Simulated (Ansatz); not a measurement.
## Hf3O5: one change and its effect

System: Hf3O5 (defect cell, 24 atoms in the cell, total charge −1).
Method of run 1: DFT PBEsol, scalar-relativistic, plane waves, PAW, spin-polarised (Ansatz 0.2.0).

The structure derives from a Materials Project entry. Text and figures count atoms from 1; the logs count them from 0 in places.

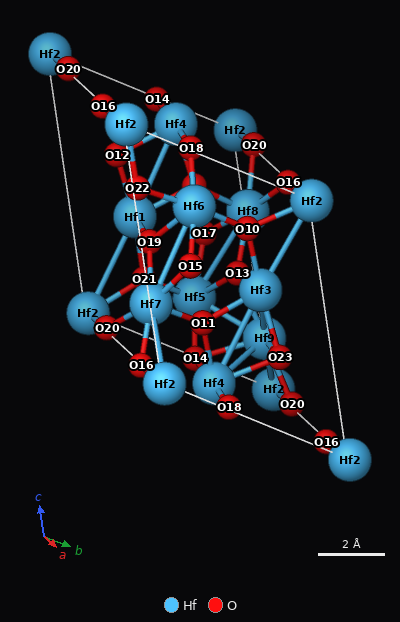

The structure as given in the input (ball-and-stick view of the cell of the calculation, seen slightly off an axis; atoms are numbered from 1 in the order of the input). An atom can appear more than once, as a periodic image.

### Input, run 1
```yaml
crystal:
  lattice:
    - [-4.8301248088, -4.8301248088, 0.0]
    - [-4.8301248088, 4.8301248088, 0.0]
    - [4.8301248088, 0.0, -6.4194329124]
  atoms:
    - { symbol: Hf, position: [0.2440271539, 0.2744188376, 0.5139203095], spin: 0.25 }
    - { symbol: Hf, position: [-0.0084623938, 0.0197903764, -0.0026991189], spin: 0.25 }
    - { symbol: Hf, position: [0.7305561188, 0.7496514421, 0.5021249868] }
    - { symbol: Hf, position: [0.4791438751, 0.4985665266, -2.991e-07] }
    - { symbol: Hf, position: [0.0406853946, 0.6255552355, 0.2503057686], spin: 0.25 }
    - { symbol: Hf, position: [0.8677356096, 0.3872493266, 0.7556250936] }
    - { symbol: Hf, position: [0.6680090784, 0.1324529258, 0.2509345797] }
    - { symbol: Hf, position: [0.363406369, 0.8822199453, 0.7461447364] }
    - { symbol: Hf, position: [0.3510693704, 0.8747555188, 0.2497699441], spin: 0.25 }
    - { symbol: O, position: [0.8420042387, 0.6832603081, 0.7502505994] }
    - { symbol: O, position: [0.6183035768, 0.4307442602, 0.2511101206] }
    - { symbol: O, position: [0.3427432935, 0.1839649056, 0.7521350749] }
    - { symbol: O, position: [0.4098059426, 0.7517280427, 0.4803759212] }
    - { symbol: O, position: [0.1799523272, 0.5225210528, 0.0216781852] }
    - { symbol: O, position: [0.9550432719, 0.2816886631, 0.5185093479] }
    - { symbol: O, position: [0.6877643117, 0.014090803, -0.016444277] }
    - { symbol: O, position: [0.0450230636, 0.732768559, 0.5294100607] }
    - { symbol: O, position: [0.7663274513, 0.4542456678, -0.027452376] }
    - { symbol: O, position: [0.5447363999, 0.2219148735, 0.4825956587] }
    - { symbol: O, position: [0.3131789531, -0.009568315, 0.0193494545] }
    - { symbol: O, position: [0.1078714987, 0.324763683, 0.251189624] }
    - { symbol: O, position: [0.8804134216, 0.071614449, 0.7376270041] }
    - { symbol: O, position: [0.6903202884, 0.8168234362, 0.2510530657] }
    - { symbol: O, position: [0.3933863159, 0.5847094878, 0.7643544631] }
  host:
    lattice:
      - [4.8301248088, 0.0, 0.0]
      - [0.0, 4.8301248088, 0.0]
      - [0.0, 0.0, 3.2097164562]
    atoms:
      - { symbol: Hf, position: [0.0, 0.0, 0.0] }
      - { symbol: Hf, position: [0.5, 0.5, 0.5] }
      - { symbol: O, position: [0.1949699035, 0.8050300965, 0.5] }
      - { symbol: O, position: [0.3050300965, 0.3050300965, 0.0] }
      - { symbol: O, position: [0.6949699035, 0.6949699035, 0.0] }
      - { symbol: O, position: [0.8050300965, 0.1949699035, 0.5] }
total_charge: -1
basis:
  ecutwfc: 420
  xc_grid: 2
kpoints:
  mp_grid: { grid: [2, 2, 2], shift: [0.0, 0.0, 0.0] }
hamiltonian:
  xc: pbesol
scf:
  occupations: { method: gaussian, width: 0.01 }
output:
  forces: true
  stress: false
  eigenvalues: true
  populations: true
  charged_corrections:
    defect_position: [0.125, 0.9300301, 0.25]
    epsilon: [[27.3137, 0.0, 0.0], [0.0, 27.3137, 0.0], [0.0, 0.0, 31.239]]
  write_density: true
  write_potential: true
  elf: true
  volumetric_format: npy
magnetization:
  spin_polarized: true
relax:
  adjacent_minimum: "off"
  f_tol: 0.025
  max_steps: 45
```

Launched with:
```bash
ansatz run input.yaml --threads 4 --pin off --max-ram 10240MiB --backend cpu --events-out ev --progress --plain --runs-dir out
```

Hardware: 4 threads of AMD EPYC (Zen 3), 32 GiB of memory available, shared host.

### Output, shortened to warnings, some set-up lines, iterations and results (run 1)
```
Basis set: ecut = 420 eV, 5841 PW (Γ), exchange–correlation on 96×96×108 points (8 copies of the dense FFT grid, shifted against one another)
Symmetry: 1 space group operations
k-points: 8
Initial density: superposition of atomic densities (chi_scale 0.1, normalization cell, long waves kept (reshape's long-wave potential 0.28 eV rms))
[...]
SCF iter   1: F=—  HF=-148824.448651 eV  |F-HF|=—  |Δ(HF+E_count)|=         —  Δρ=5.33e-2 (↑5.25e-2 ↓5.33e-2)  dr2=6.42e1  dr2_m=1.51e-2  M=0.277 μB ∫|m|=0.447 μB  β_m=0.30  …
SCF iter   2: F=—  HF=-148821.437970 eV  |F-HF|=—  |Δ(HF+E_count)|=    3.01e0  Δρ=3.40e-2 (↑3.33e-2 ↓3.40e-2)  dr2=3.91e1  dr2_m=9.84e-3  M=0.483 μB ∫|m|=0.553 μB  β_m=0.56  …
SCF iter   3: F=—  HF=-148815.997175 eV  |F-HF|=—  |Δ(HF+E_count)|=    5.44e0  Δρ=1.43e-2 (↑1.43e-2 ↓1.40e-2)  dr2=1.23e1  dr2_m=2.51e-3  M=0.748 μB ∫|m|=0.767 μB  β_m=0.61  …
SCF iter   4: F=—  HF=-148812.496794 eV  |F-HF|=—  |Δ(HF+E_count)|=    3.50e0  Δρ=9.30e-3 (↑9.30e-3 ↓8.61e-3)  dr2=1.46e0  dr2_m=1.03e-2  M=0.749 μB ∫|m|=0.770 μB  β_m=0.63  …
SCF iter   5: F=—  HF=-148813.447721 eV  |F-HF|=—  |Δ(HF+E_count)|=   9.51e-1  Δρ=5.83e-3 (↑5.83e-3 ↓5.02e-3)  dr2=7.14e-1  dr2_m=7.20e-3  M=0.590 μB ∫|m|=0.611 μB  β_m=0.82  …
[... 143 lines ...]
SCF iter   5: F=—  HF=-148813.682508 eV  |F-HF|=—  |Δ(HF+E_count)|=   4.28e-7  Δρ=4.01e-6 (↑4.01e-6 ↓3.62e-6)  dr2=2.17e-7  dr2_m=1.72e-9  M=0.750 μB ∫|m|=0.806 μB  β_m=0.67  …
SCF iter   6: F=—  HF=-148813.682508 eV  |F-HF|=—  |Δ(HF+E_count)|=   9.10e-8  Δρ=1.91e-6 (↑1.91e-6 ↓1.71e-6)  dr2=6.88e-8  dr2_m=3.41e-10  M=0.750 μB ∫|m|=0.806 μB  β_m=0.74 …
SCF iter   7: F=-148813.682508 eV  HF=-148813.682508 eV  |F-HF|=4.92e-8  |Δ(HF+E_count)|=   5.25e-8  Δρ=1.37e-6 (↑1.37e-6 ↓1.26e-6)  dr2=5.76e-8  dr2_m=9.76e-11  M=0.750 μB …
SCF 12 converged in 7 iterations: F = -148813.682508 eV  dr2 = 5.76e-8
relax step  12: F+E_penalty+E_count = -148813.68250765 eV  Δ(F+E_penalty+E_count) = -1.085e-4 eV  max|allowed force component| = 2.062e-2 eV/Å  Δτ_max = 0.0028 Å  (7 SCF …
SCF converged after 7 iterations
Magnetization: 0.7500 μB (162.8750 up, 162.1250 down)
Absolute magnetization: 0.8149 μB (∫|ρ↑−ρ↓|, with the PAW one-centre terms)
Spin contamination: 0.0152 ħ² per cell (⟨S²⟩ above its minimum at these occupations)
Per-site moments (μB) at R_I (Å): [(0.03535183653490579, 0.8343890205706295), (0.0352555380585089, 0.8343856300047855), (0.0006476461246336688, 0.8512785568237599), (0.0005822869088493056, 0.8511337697256044), (0.02862547465005762, 0.8269711817858095), (0.010031644609658661, 0.8349735081944093), …
Free energy (F): -148813.682508 eV
Harris-Foulkes:  -148813.682508 eV  (|F-HF|=4.92e-8)
Internal energy: -148813.682508 eV  (E = F + TS)
E sigma→0 (E₀):  -148813.682508 eV
Fermi energy:    17.334345 eV
--- Per-component energies (eV) ---
  E_band       = -70.651011
  E_kinetic    = 6465.655554
  E_local      = -55842.137548  (includes V_loc(G=0)·N_el)
  E_nonlocal   = -10408.398234
  E_hartree    = 25646.088726
  E_xc         = -3785.881677
  E_vxc        = -3814.853146  (∫ρ·V_xc dr)
  E_paw        = -63557.137991  (= ΣΔE_a)
  E_vpaw       = 12236.864562  (= ΣTr[D̂ρ^β])
  E_aug_tail   = 0.037149  (compensation charges beyond the density's cutoff)
  E_ewald      = -47343.697628
  E_core_change = 11.789143  (= ΣΔE_core)
  E_smearing   = -0.000000  (= −TS)
  E_closure    = 0.000000  (closes the sum)
  E_deformation_potential = -23.278665  (in the stress; not in F)
  Σ components = -148813.682508   (vs F -148813.682508, Δ=0.00e0)
--- Forces (eV/Å), atoms counted from 1 ---
  atom   1  Hf     0.00445483    -0.01117928     0.00296307
  atom   2  Hf    -0.00130886    -0.00764758    -0.00601803
  atom   3  Hf    -0.00314274    -0.00166610    -0.00259237
  atom   4  Hf    -0.00151533    -0.00224615    -0.00253124
  atom   5  Hf    -0.00791825    -0.00191666    -0.00079636
  atom   6  Hf     0.00001115    -0.00045777    -0.00332696
[...]
```

For run 2 the input was changed thus:
```diff
-total_charge: -1
+total_charge: 1
```

What does this change do to the results?

The total energies belong to different systems, so their difference says nothing on which is more stable or more accurate. The gap on the mesh goes from 0.09 to 0.14 eV. The net moment of the cell goes from 0.75 to 1.00 μB. A charged cell is computed with a uniform neutralising background, so its energy and pressure depend on the cell and aren't those of a real crystal. The SCF takes 72 iterations over all geometry steps against 129. On the same kind of shared host run 2 took about 0.52 times as long.

### Output, shortened to warnings, some set-up lines, iterations and results (run 2)
```
Basis set: ecut = 420 eV, 5841 PW (Γ), exchange–correlation on 96×96×108 points (8 copies of the dense FFT grid, shifted against one another)
Symmetry: 1 space group operations
k-points: 8
Initial density: superposition of atomic densities (chi_scale 0.1, normalization cell, long waves kept (reshape's long-wave potential 0.28 eV rms))
[...]
SCF iter   1: F=—  HF=-148863.498631 eV  |F-HF|=—  |Δ(HF+E_count)|=         —  Δρ=6.02e-2 (↑5.95e-2 ↓6.02e-2)  dr2=7.24e1  dr2_m=1.74e-2  M=0.258 μB ∫|m|=0.438 μB  β_m=0.30  …
SCF iter   2: F=—  HF=-148854.355062 eV  |F-HF|=—  |Δ(HF+E_count)|=    9.14e0  Δρ=3.14e-2 (↑3.14e-2 ↓3.11e-2)  dr2=2.31e1  dr2_m=2.88e-2  M=0.707 μB ∫|m|=0.765 μB  β_m=0.44  …
SCF iter   3: F=—  HF=-148848.968821 eV  |F-HF|=—  |Δ(HF+E_count)|=    5.39e0  Δρ=1.38e-2 (↑1.38e-2 ↓1.32e-2)  dr2=3.97e0  dr2_m=1.45e-2  M=1.000 μB ∫|m|=1.042 μB  β_m=0.52  …
SCF iter   4: F=—  HF=-148847.903318 eV  |F-HF|=—  |Δ(HF+E_count)|=    1.07e0  Δρ=5.39e-3 (↑5.39e-3 ↓5.25e-3)  dr2=3.95e-1  dr2_m=1.77e-3  M=1.000 μB ∫|m|=1.088 μB  β_m=0.67  …
SCF iter   5: F=—  HF=-148848.074385 eV  |F-HF|=—  |Δ(HF+E_count)|=   1.71e-1  Δρ=2.59e-3 (↑2.55e-3 ↓2.59e-3)  dr2=9.86e-2  dr2_m=2.32e-4  M=1.000 μB ∫|m|=1.098 μB  β_m=0.65  …
[... 80 lines ...]
SCF iter   5: F=—  HF=-148848.266985 eV  |F-HF|=—  |Δ(HF+E_count)|=   1.87e-7  Δρ=3.11e-6 (↑3.11e-6 ↓3.05e-6)  dr2=1.38e-7  dr2_m=3.59e-10  M=1.000 μB ∫|m|=1.117 μB  β_m=0.84 …
SCF iter   6: F=—  HF=-148848.266986 eV  |F-HF|=—  |Δ(HF+E_count)|=   1.29e-7  Δρ=1.66e-6 (↑1.66e-6 ↓1.62e-6)  dr2=3.90e-8  dr2_m=9.66e-11  M=1.000 μB ∫|m|=1.117 μB  β_m=0.70 …
SCF iter   7: F=-148848.266986 eV  HF=-148848.266986 eV  |F-HF|=1.27e-8  |Δ(HF+E_count)|=   1.29e-8  Δρ=9.44e-7 (↑9.44e-7 ↓7.60e-7)  dr2=1.62e-8  dr2_m=1.23e-10  M=1.000 μB …
SCF 9 converged in 7 iterations: F = -148848.266986 eV  dr2 = 1.62e-8
relax step   9: F+E_penalty+E_count = -148848.26698558 eV  Δ(F+E_penalty+E_count) = -4.924e-4 eV  max|allowed force component| = 1.141e-2 eV/Å  Δτ_max = 0.0048 Å  (7 SCF …
SCF converged after 7 iterations
Magnetization: 1.0000 μB (162.0000 up, 161.0000 down)
Absolute magnetization: 1.1309 μB (∫|ρ↑−ρ↓|, with the PAW one-centre terms)
Spin contamination: 0.0082 ħ² per cell (⟨S²⟩ above its minimum at these occupations)
Per-site moments (μB) at R_I (Å): [(0.03196192304936395, 0.8342817921749707), (0.031950991067220415, 0.8342826885206353), (0.025265587093895724, 0.838959493374205), (0.02527234052837686, 0.8389655558264025), (0.00971029701042903, 0.8254307273684656), (0.002313463593798599, 0.8385671442427461), …
Free energy (F): -148848.266986 eV
Harris-Foulkes:  -148848.266986 eV  (|F-HF|=1.27e-8)
Internal energy: -148848.266986 eV  (E = F + TS)
E sigma→0 (E₀):  -148848.266986 eV
Fermi energy:    16.996610 eV
--- Per-component energies (eV) ---
  E_band       = -130.927528
  E_kinetic    = 6419.140998
  E_local      = -55833.699605  (includes V_loc(G=0)·N_el)
  E_nonlocal   = -10412.142011
  E_hartree    = 25615.948417
  E_xc         = -3763.495837
  E_vxc        = -3785.454936  (∫ρ·V_xc dr)
  E_paw        = -63550.393336  (= ΣΔE_a)
  E_vpaw       = 12249.295551  (= ΣTr[D̂ρ^β])
  E_aug_tail   = 0.037092  (compensation charges beyond the density's cutoff)
  E_ewald      = -47335.451847
  E_core_change = 11.789143  (= ΣΔE_core)
  E_smearing   = -0.000000  (= −TS)
  E_closure    = 0.000000  (closes the sum)
  E_deformation_potential = 23.278665  (in the stress; not in F)
  Σ components = -148848.266986   (vs F -148848.266986, Δ=0.00e0)
--- Forces (eV/Å), atoms counted from 1 ---
  atom   1  Hf     0.00156847    -0.00587932     0.00308863
  atom   2  Hf     0.00161330    -0.00729379    -0.00253654
  atom   3  Hf     0.01140758     0.00495393     0.00234405
  atom   4  Hf     0.00975773     0.00303447    -0.00135543
  atom   5  Hf     0.00423527     0.00342619    -0.00010149
  atom   6  Hf     0.00055390    -0.00046352     0.00212156
[...]
```

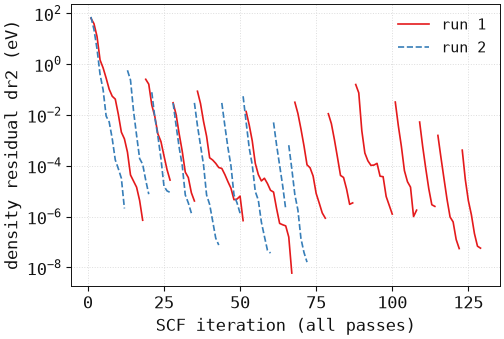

Convergence of the two runs: density residual dr2 against the SCF iteration. A break in a curve parts two SCF passes. Run 1 takes 129 iterations in all, and run 2 takes 72.

### The two runs side by side

| quantity | run 1 | run 2 |
| --- | --- | --- |
| outcome | converged | converged |
| free energy per atom (eV) | −6200.5701 | −6202.0111 |
| gap on the mesh (eV) | 0.09 | 0.14 |
| net moment of the cell (μB) | 0.75 | 1.00 |
| absolute moment of the cell (μB) | 0.81 | 1.13 |
| largest force (eV/Å) | 0.027 | 0.013 |
| SCF iterations | 129 | 72 |
| irreducible k-points | 8 | 8 |
| wall time (shared host) | 5.5 min | 2.8 min |

For both runs: The cell is charged and computed with a neutralising background, so its energy and pressure depend on the cell and aren't those of a real crystal. So coarse a mesh can miss the band edges, so the true gap of this method can be much smaller, or zero. Spin–orbit coupling is left out, which matters for Hf. The k-point mesh is coarse for a cell of this size, so the results may not be converged.
